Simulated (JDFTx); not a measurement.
# Geometry relaxation of NiSb (part 1 of 3)

NiSb (P6₃/mmc, 4 atoms in the cell), computed with Kohn-Sham DFT of a periodic cell, PBE, Ansatz-NC-PBE, spin-polarised (JDFTx 1.7.0 (patched build)).

The structure derives from an entry of the Crystallography Open Database.

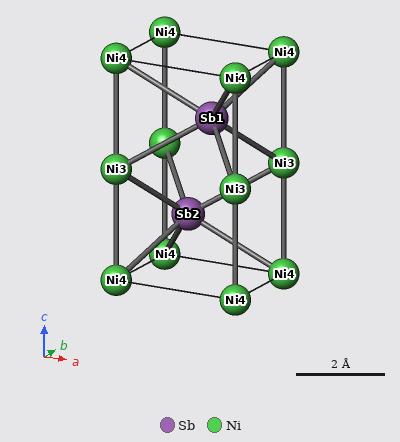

Fig. 1: The input geometry (ball-and-stick view of the cell of the calculation, seen slightly off an axis; atoms are numbered from 1 in the order of the input). An atom can appear more than once, as a periodic image. Near neighbours in the periodic cell (some may lie outside the picture): Sb has 6 Ni at 2.60 Å; Ni has 2 Ni at 2.56 Å and 6 Sb at 2.60 Å.

## Input file
```
lattice \
    7.4228442175    -3.7114221088     0.0000000000 \
    0.0000000000     6.4283716608     0.0000000000 \
    0.0000000000     0.0000000000     9.6753977581
coords-type Cartesian
ion Sb     3.7114221091     2.1427905534     7.2565483186 1
ion Sb    -0.0000000004     4.2855811074     2.4188494395 1
ion Ni     0.0000000000     0.0000000000     4.8376988790 1
ion Ni     0.0000000000     0.0000000000     0.0000000000 1

ion-species pseudo/Sb.upf
ion-species pseudo/Ni.upf
elec-cutoff 52 416
elec-ex-corr gga-PBE
kpoint-folding 2 2 1
elec-smearing Fermi 0.0018374661
elec-n-bands 44
spintype z-spin
initial-magnetic-moments Ni 1 1
elec-initial-magnetization 2 no
electronic-SCF nIterations 100 energyDiffThreshold 1e-09
electronic-minimize nIterations 30 energyDiffThreshold 1e-7
forces-output-coords Cartesian
lattice-minimize nIterations 40 energyDiffThreshold 1e-6

dump-name run.$VAR
dump End Ecomponents EigStats BandEigs Kpoints Forces Stress
```

Run on 1 thread of Intel Xeon (Granite Rapids), 32 GiB of memory available, shared host.

Run as:
```bash
jdftx -c 1 -i NiSb.in -o NiSb.out
```

## The program's output
```
*************** JDFTx 1.7.0 (patched build) ***************

Input parsed successfully to the following command list (including defaults):

basis kpoint-dependent
coords-type Cartesian
core-overlap-check vector
coulomb-interaction Periodic
davidson-band-ratio 1.1
dump End Forces BandEigs EigStats Ecomponents Stress Kpoints
dump-name run.$VAR
elec-cutoff 52 416
elec-eigen-algo Davidson
elec-ex-corr gga-PBE
elec-initial-magnetization 2.000000 no
elec-n-bands 44 1
elec-smearing Fermi 0.00183747
electronic-minimize  \
	dirUpdateScheme      FletcherReeves \
	linminMethod         DirUpdateRecommended \
	nIterations          30 \
	history              15 \
	knormThreshold       0 \
	maxThreshold         no \
	energyDiffThreshold  1e-07 \
	nEnergyDiff          2 \
	convergeAll          no \
	alphaTstart          1 \
	alphaTmin            1e-10 \
	updateTestStepSize   yes \
	alphaTreduceFactor   0.1 \
	alphaTincreaseFactor 3 \
	nAlphaAdjustMax      3 \
	wolfeEnergy          0.0001 \
	wolfeGradient        0.9 \
	abortOnFailedStep    no \
	fdTest               no
electronic-scf  \
	nIterations	100 \
	energyDiffThreshold	1e-09 \
	residualThreshold	1e-07 \
	mixFraction	0.5 \
	qMetric	0.8 \
	history	10 \
	nEigSteps	2 \
	eigDiffThreshold	1e-08 \
	mixedVariable	Density \
	qKerker	0.8 \
	qKappa	-1 \
	verbose	no \
	mixFractionMag	1.5
exchange-regularization WignerSeitzTruncated
fluid None
fluid-ex-corr lda-TF lda-PZ
fluid-gummel-loop 10 1.000000e-05
fluid-minimize  \
	dirUpdateScheme      PolakRibiere \
	linminMethod         DirUpdateRecommended \
	nIterations          100 \
	history              15 \
	knormThreshold       0 \
	maxThreshold         no \
	energyDiffThreshold  0 \
	nEnergyDiff          2 \
	convergeAll          no \
	alphaTstart          1 \
	alphaTmin            1e-10 \
	updateTestStepSize   yes \
	alphaTreduceFactor   0.1 \
	alphaTincreaseFactor 3 \
	nAlphaAdjustMax      3 \
	wolfeEnergy          0.0001 \
	wolfeGradient        0.9 \
	abortOnFailedStep    no \
	fdTest               no
fluid-solvent H2O 55.338 ScalarEOS \
	epsBulk 78.4 \
	pMol 0.92466 \
	epsInf 1.77 \
	Pvap 1.06736e-10 \
	sigmaBulk 4.62e-05 \
	Rvdw 2.61727 \
	Res 1.42 \
	tauNuc 343133 \
	poleEl 15 7 1
forces-output-coords Cartesian
initial-magnetic-moments  \
	Ni 1 1
ion Sb   3.711422109099999   2.142790553400000   7.256548318600000 1
ion Sb  -0.000000000400000   4.285581107400000   2.418849439500000 1
ion Ni   0.000000000000000   0.000000000000000   4.837698879000000 1
ion Ni   0.000000000000000   0.000000000000000   0.000000000000000 1
ion-species pseudo/Sb.upf
ion-species pseudo/Ni.upf
ion-width 0
ionic-minimize  \
	dirUpdateScheme      L-BFGS \
	linminMethod         DirUpdateRecommended \
	nIterations          0 \
	history              15 \
	knormThreshold       0.0001 \
	maxThreshold         no \
	energyDiffThreshold  1e-06 \
	nEnergyDiff          2 \
	convergeAll          no \
	alphaTstart          1 \
	alphaTmin            1e-10 \
	updateTestStepSize   yes \
	alphaTreduceFactor   0.1 \
	alphaTincreaseFactor 3 \
	nAlphaAdjustMax      3 \
	wolfeEnergy          0.0001 \
	wolfeGradient        0.9 \
	abortOnFailedStep    no \
	fdTest               no
kpoint   0.000000000000   0.000000000000   0.000000000000  1.00000000000000
kpoint-folding 2 2 1
latt-move-scale 1 1 1
latt-scale 1 1 1
lattice  \
	   7.422844217500000   -3.711422108800000    0.000000000000000  \
	   0.000000000000000    6.428371660800000    0.000000000000000  \
	   0.000000000000000    0.000000000000000    9.675397758100001
lattice-minimize  \
	dirUpdateScheme      L-BFGS \
	linminMethod         DirUpdateRecommended \
	nIterations          40 \
	history              15 \
	knormThreshold       0 \
	maxThreshold         no \
	energyDiffThreshold  1e-06 \
	nEnergyDiff          2 \
	convergeAll          no \
	alphaTstart          1 \
	alphaTmin            1e-10 \
	updateTestStepSize   yes \
	alphaTreduceFactor   0.1 \
	alphaTincreaseFactor 3 \
	nAlphaAdjustMax      3 \
	wolfeEnergy          0.0001 \
	wolfeGradient        0.9 \
	abortOnFailedStep    no \
	fdTest               no
lcao-params -1 1e-06 0.00183747
pcm-variant GLSSA13
perturb-minimize  \
	nIterations            0 \
	algorithm              MINRES \
	residualTol            0.0001 \
	residualDiffThreshold  0.0001 \
	CGBypass               no \
	recomputeResidual      no
spintype z-spin
subspace-rotation-factor 1 yes
symmetries automatic
symmetry-threshold 0.0001

---------- Setting up symmetries ----------

Found 24 point-group symmetries of the bravais lattice
Found 24 space-group symmetries with basis
Applied RMS atom displacement 2.96654e-10 bohrs to make symmetries exact.

---------- Initializing the Grid ----------
R =
[      7.42284     -3.71142            0  ]
[            0      6.42837            0  ]
[            0            0       9.6754  ]
unit cell volume = 461.679
G =
[   0.846466   0.488707         -0  ]
[          0   0.977415          0  ]
[          0         -0   0.649398  ]
Minimum fftbox size, Smin = [  72  72  92  ]
Chosen fftbox size, S = [  72  72  96  ]

---------- Initializing tighter grid for wavefunction operations ----------
R =
[      7.42284     -3.71142            0  ]
[            0      6.42837            0  ]
[            0            0       9.6754  ]
unit cell volume = 461.679
G =
[   0.846466   0.488707         -0  ]
[          0   0.977415          0  ]
[          0         -0   0.649398  ]
Minimum fftbox size, Smin = [  52  52  64  ]
Chosen fftbox size, S = [  54  54  64  ]

---------- Exchange Correlation functional ----------
Initalized PBE GGA exchange.
Initalized PBE GGA correlation.

---------- Setting up pseudopotentials ----------
Width of ionic core gaussian charges (only for fluid interactions / plotting) set to 0

Reading pseudopotential file 'pseudo/Sb.upf':
  'Sb' pseudopotential, 'PBE' functional
  Ansatz make-channels, of a published file: Generated using ONCVPSP code by D. R. Hamann

Reading pseudopotential file 'pseudo/Ni.upf':
  'Ni' pseudopotential, 'PBE' functional
  Ansatz make-channels, of a published file: Generated using ONCVPSP code by D. R. Hamann

Initialized 2 species with 4 total atoms.

Folded 1 k-points by 2x2x1 to 4 k-points.

---------- Setting up k-points, bands, fillings ----------
Reduced to 2 k-points under symmetry.
Computing the number of bands and number of electrons
Calculating initial fillings.
nElectrons:  66.000000   nBands: 44   nStates: 4

----- Setting up reduced wavefunction bases (one per k-point) -----
average nbasis = 8257.750 , ideal nbasis = 8268.737

---------- Setting up ewald sum ----------
Optimum gaussian width for ewald sums = 2.447260 bohr.
Real space sum over 1089 unit cells with max indices [  5  5  4  ]
Reciprocal space sum over 2535 terms with max indices [  6  6  7  ]

---------- Allocating electronic variables ----------
Initializing wave functions:  linear combination of atomic orbitals
Note: number of bands (44) exceeds available atomic orbitals (38)
Sb pseudo-atom occupations:   s ( 2 )  p ( 3 )  d ( 10 )
Ni (M=1) pseudo-atom majority spin occupations:   s ( 1 0.5 )  p ( 3 )  d ( 5 )
Ni (M=1) pseudo-atom minority spin occupations:   s ( 1 0 )  p ( 3 )  d ( 4.5 )
	FillingsUpdate:  mu: +1.538661518  nElectrons: 66.000000  magneticMoment: [ Abs: 0.51924  Tot: +0.49999 ]
LCAOMinimize: Iter:   0  F: -493.4326498532760183  |grad|_K:  1.879e-02  alpha:  1.000e+00
	FillingsUpdate:  mu: +1.489171611  nElectrons: 66.000000  magneticMoment: [ Abs: 0.53237  Tot: +0.51662 ]
LCAOMinimize: Iter:   1  F: -493.8873848849080446  |grad|_K:  1.786e-02  alpha:  1.624e-01  linmin: -6.116e-02  cgtest:  8.521e-01
LCAOMinimize: 	Wrong curvature in test step, increasing alphaT to 4.873049e-01.
[... 44 lines of inner loops ...]
LCAOMinimize: Iter:  16  F: -496.5356600020494398  |grad|_K:  7.716e-06  alpha:  4.988e-01  linmin:  2.571e-04  cgtest:  3.960e-04
	FillingsUpdate:  mu: +0.646664049  nElectrons: 66.000000  magneticMoment: [ Abs: 0.63040  Tot: +0.51791 ]
LCAOMinimize: Iter:  17  F: -496.5356600883598617  |grad|_K:  1.518e-06  alpha:  3.761e-01  linmin: -7.638e-04  cgtest: -1.804e-02
LCAOMinimize: Converged (|Delta F|<1.000000e-06 for 2 iters).

--------- Lattice Minimization ---------

-------- Electronic minimization -----------
Will mix electronic density at each iteration.
	FillingsUpdate:  mu: +0.646664049  nElectrons: 66.000000  magneticMoment: [ Abs: 0.63040  Tot: +0.51791 ]
	FillingsUpdate:  mu: +0.606435971  nElectrons: 66.000000  magneticMoment: [ Abs: 0.63040  Tot: +0.51791 ]
SCF: Cycle:  0   F: -496.537667903054569   dF: -2.008e-03   |Residual|: 7.719e-01   |deigs|: 4.088e+00
	FillingsUpdate:  mu: +0.480692390  nElectrons: 66.000000  magneticMoment: [ Abs: 0.76999  Tot: +0.57139 ]
SCF: Cycle:  1   F: -496.092159634258962   dF: +4.455e-01   |Residual|: 7.849e-01   |deigs|: 1.302e-01
	FillingsUpdate:  mu: +0.560450735  nElectrons: 66.000000  magneticMoment: [ Abs: 0.58121  Tot: +0.53306 ]
SCF: Cycle:  2   F: -497.021587680211269   dF: -9.294e-01   |Residual|: 1.004e-01   |deigs|: 8.651e-02
	FillingsUpdate:  mu: +0.581337746  nElectrons: 66.000000  magneticMoment: [ Abs: 0.52163  Tot: +0.49104 ]
SCF: Cycle:  3   F: -497.013479865343356   dF: +8.108e-03   |Residual|: 1.729e-01   |deigs|: 2.207e-02
	FillingsUpdate:  mu: +0.573140687  nElectrons: 66.000000  magneticMoment: [ Abs: 0.44907  Tot: +0.44000 ]
SCF: Cycle:  4   F: -497.028517411926032   dF: -1.504e-02   |Residual|: 1.065e-01   |deigs|: 5.784e-03
	FillingsUpdate:  mu: +0.562186966  nElectrons: 66.000000  magneticMoment: [ Abs: 0.47792  Tot: +0.41790 ]
SCF: Cycle:  5   F: -497.040713118189842   dF: -1.220e-02   |Residual|: 1.916e-02   |deigs|: 9.273e-03
	FillingsUpdate:  mu: +0.561983079  nElectrons: 66.000000  magneticMoment: [ Abs: 0.56269  Tot: +0.45056 ]
SCF: Cycle:  6   F: -497.040776624052342   dF: -6.351e-05   |Residual|: 1.147e-02   |deigs|: 8.328e-04
	FillingsUpdate:  mu: +0.563839232  nElectrons: 66.000000  magneticMoment: [ Abs: 0.58487  Tot: +0.47848 ]
SCF: Cycle:  7   F: -497.041003876919717   dF: -2.273e-04   |Residual|: 2.845e-03   |deigs|: 1.410e-03
	FillingsUpdate:  mu: +0.563451256  nElectrons: 66.000000  magneticMoment: [ Abs: 0.58020  Tot: +0.48649 ]
SCF: Cycle:  8   F: -497.041066368701479   dF: -6.249e-05   |Residual|: 8.454e-04   |deigs|: 3.730e-04
	FillingsUpdate:  mu: +0.563525247  nElectrons: 66.000000  magneticMoment: [ Abs: 0.57952  Tot: +0.48899 ]
SCF: Cycle:  9   F: -497.041098772905457   dF: -3.240e-05   |Residual|: 3.716e-04   |deigs|: 9.174e-05
	FillingsUpdate:  mu: +0.563569675  nElectrons: 66.000000  magneticMoment: [ Abs: 0.57997  Tot: +0.49011 ]
SCF: Cycle: 10   F: -497.041118765751776   dF: -1.999e-05   |Residual|: 2.586e-04   |deigs|: 6.895e-05
	FillingsUpdate:  mu: +0.563554576  nElectrons: 66.000000  magneticMoment: [ Abs: 0.57967  Tot: +0.49015 ]
SCF: Cycle: 11   F: -497.041131490553084   dF: -1.272e-05   |Residual|: 9.985e-05   |deigs|: 5.030e-05
	FillingsUpdate:  mu: +0.563555719  nElectrons: 66.000000  magneticMoment: [ Abs: 0.57976  Tot: +0.48984 ]
SCF: Cycle: 12   F: -497.041138542240049   dF: -7.052e-06   |Residual|: 5.924e-05   |deigs|: 2.811e-05
	FillingsUpdate:  mu: +0.563559841  nElectrons: 66.000000  magneticMoment: [ Abs: 0.57998  Tot: +0.48981 ]
SCF: Cycle: 13   F: -497.041145302325901   dF: -6.760e-06   |Residual|: 6.546e-05   |deigs|: 3.132e-05
	FillingsUpdate:  mu: +0.563559052  nElectrons: 66.000000  magneticMoment: [ Abs: 0.57995  Tot: +0.48978 ]
SCF: Cycle: 14   F: -497.041149435046009   dF: -4.133e-06   |Residual|: 7.564e-05   |deigs|: 2.663e-05
	FillingsUpdate:  mu: +0.563558099  nElectrons: 66.000000  magneticMoment: [ Abs: 0.57992  Tot: +0.48977 ]
SCF: Cycle: 15   F: -497.041153316303507   dF: -3.881e-06   |Residual|: 9.596e-05   |deigs|: 3.365e-05
	FillingsUpdate:  mu: +0.563562637  nElectrons: 66.000000  magneticMoment: [ Abs: 0.57989  Tot: +0.48982 ]
SCF: Cycle: 16   F: -497.041155121562440   dF: -1.805e-06   |Residual|: 1.452e-04   |deigs|: 1.752e-05
	FillingsUpdate:  mu: +0.563561931  nElectrons: 66.000000  magneticMoment: [ Abs: 0.57984  Tot: +0.48981 ]
SCF: Cycle: 17   F: -497.041157249692219   dF: -2.128e-06   |Residual|: 1.854e-04   |deigs|: 3.073e-05
	FillingsUpdate:  mu: +0.563564643  nElectrons: 66.000000  magneticMoment: [ Abs: 0.57974  Tot: +0.48986 ]
SCF: Cycle: 18   F: -497.041158043502946   dF: -7.938e-07   |Residual|: 2.155e-04   |deigs|: 1.717e-05
	FillingsUpdate:  mu: +0.563565824  nElectrons: 66.000000  magneticMoment: [ Abs: 0.57967  Tot: +0.48986 ]
SCF: Cycle: 19   F: -497.041159336754333   dF: -1.293e-06   |Residual|: 2.452e-04   |deigs|: 2.561e-05
	FillingsUpdate:  mu: +0.563565292  nElectrons: 66.000000  magneticMoment: [ Abs: 0.57967  Tot: +0.48985 ]
SCF: Cycle: 20   F: -497.041159882132092   dF: -5.454e-07   |Residual|: 2.555e-04   |deigs|: 1.157e-05
	FillingsUpdate:  mu: +0.563565431  nElectrons: 66.000000  magneticMoment: [ Abs: 0.57968  Tot: +0.48985 ]
SCF: Cycle: 21   F: -497.041160580145117   dF: -6.980e-07   |Residual|: 2.724e-04   |deigs|: 2.364e-05
	FillingsUpdate:  mu: +0.563565051  nElectrons: 66.000000  magneticMoment: [ Abs: 0.57968  Tot: +0.48985 ]
SCF: Cycle: 22   F: -497.041160854921714   dF: -2.748e-07   |Residual|: 2.762e-04   |deigs|: 1.170e-05
	FillingsUpdate:  mu: +0.563561283  nElectrons: 66.000000  magneticMoment: [ Abs: 0.57972  Tot: +0.48984 ]
SCF: Cycle: 23   F: -497.041161349673473   dF: -4.948e-07   |Residual|: 2.451e-04   |deigs|: 2.356e-05
	FillingsUpdate:  mu: +0.563555863  nElectrons: 66.000000  magneticMoment: [ Abs: 0.57976  Tot: +0.48983 ]
SCF: Cycle: 24   F: -497.041161591276023   dF: -2.416e-07   |Residual|: 1.833e-04   |deigs|: 1.547e-05
	FillingsUpdate:  mu: +0.563554002  nElectrons: 66.000000  magneticMoment: [ Abs: 0.57979  Tot: +0.48983 ]
SCF: Cycle: 25   F: -497.041161861060687   dF: -2.698e-07   |Residual|: 1.532e-04   |deigs|: 1.383e-05
	FillingsUpdate:  mu: +0.563554295  nElectrons: 66.000000  magneticMoment: [ Abs: 0.57977  Tot: +0.48985 ]
SCF: Cycle: 26   F: -497.041161978188939   dF: -1.171e-07   |Residual|: 1.288e-04   |deigs|: 9.522e-06
	FillingsUpdate:  mu: +0.563549690  nElectrons: 66.000000  magneticMoment: [ Abs: 0.57984  Tot: +0.48985 ]
SCF: Cycle: 27   F: -497.041162166742026   dF: -1.886e-07   |Residual|: 6.085e-05   |deigs|: 2.301e-05
	FillingsUpdate:  mu: +0.563547032  nElectrons: 66.000000  magneticMoment: [ Abs: 0.57981  Tot: +0.48986 ]
SCF: Cycle: 28   F: -497.041162240822246   dF: -7.408e-08   |Residual|: 2.810e-05   |deigs|: 1.174e-05
	FillingsUpdate:  mu: +0.563546003  nElectrons: 66.000000  magneticMoment: [ Abs: 0.57986  Tot: +0.48986 ]
SCF: Cycle: 29   F: -497.041162335591821   dF: -9.477e-08   |Residual|: 1.827e-05   |deigs|: 1.472e-05
	FillingsUpdate:  mu: +0.563545566  nElectrons: 66.000000  magneticMoment: [ Abs: 0.57988  Tot: +0.48986 ]
SCF: Cycle: 30   F: -497.041162376541479   dF: -4.095e-08   |Residual|: 1.103e-05   |deigs|: 7.553e-06
	FillingsUpdate:  mu: +0.563544925  nElectrons: 66.000000  magneticMoment: [ Abs: 0.57989  Tot: +0.48987 ]
SCF: Cycle: 31   F: -497.041162432061981   dF: -5.552e-08   |Residual|: 1.187e-05   |deigs|: 1.638e-05
	FillingsUpdate:  mu: +0.563546114  nElectrons: 66.000000  magneticMoment: [ Abs: 0.57986  Tot: +0.48987 ]
SCF: Cycle: 32   F: -497.041162468370942   dF: -3.631e-08   |Residual|: 4.365e-06   |deigs|: 9.439e-06
	FillingsUpdate:  mu: +0.563546135  nElectrons: 66.000000  magneticMoment: [ Abs: 0.57985  Tot: +0.48987 ]
SCF: Cycle: 33   F: -497.041162505079399   dF: -3.671e-08   |Residual|: 3.316e-06   |deigs|: 9.144e-06
	FillingsUpdate:  mu: +0.563546064  nElectrons: 66.000000  magneticMoment: [ Abs: 0.57985  Tot: +0.48987 ]
SCF: Cycle: 34   F: -497.041162525610957   dF: -2.053e-08   |Residual|: 3.417e-06   |deigs|: 7.644e-06
	FillingsUpdate:  mu: +0.563546008  nElectrons: 66.000000  magneticMoment: [ Abs: 0.57984  Tot: +0.48987 ]
SCF: Cycle: 35   F: -497.041162547994759   dF: -2.238e-08   |Residual|: 4.412e-06   |deigs|: 1.273e-05
	FillingsUpdate:  mu: +0.563545980  nElectrons: 66.000000  magneticMoment: [ Abs: 0.57984  Tot: +0.48987 ]
SCF: Cycle: 36   F: -497.041162558381131   dF: -1.039e-08   |Residual|: 4.846e-06   |deigs|: 7.586e-06
	FillingsUpdate:  mu: +0.563545974  nElectrons: 66.000000  magneticMoment: [ Abs: 0.57984  Tot: +0.48987 ]
SCF: Cycle: 37   F: -497.041162572852670   dF: -1.447e-08   |Residual|: 7.193e-06   |deigs|: 1.275e-05
	FillingsUpdate:  mu: +0.563546013  nElectrons: 66.000000  magneticMoment: [ Abs: 0.57984  Tot: +0.48987 ]
SCF: Cycle: 38   F: -497.041162578481476   dF: -5.629e-09   |Residual|: 8.146e-06   |deigs|: 5.942e-06
	FillingsUpdate:  mu: +0.563546031  nElectrons: 66.000000  magneticMoment: [ Abs: 0.57984  Tot: +0.48987 ]
SCF: Cycle: 39   F: -497.041162587043459   dF: -8.562e-09   |Residual|: 9.818e-06   |deigs|: 1.241e-05
```
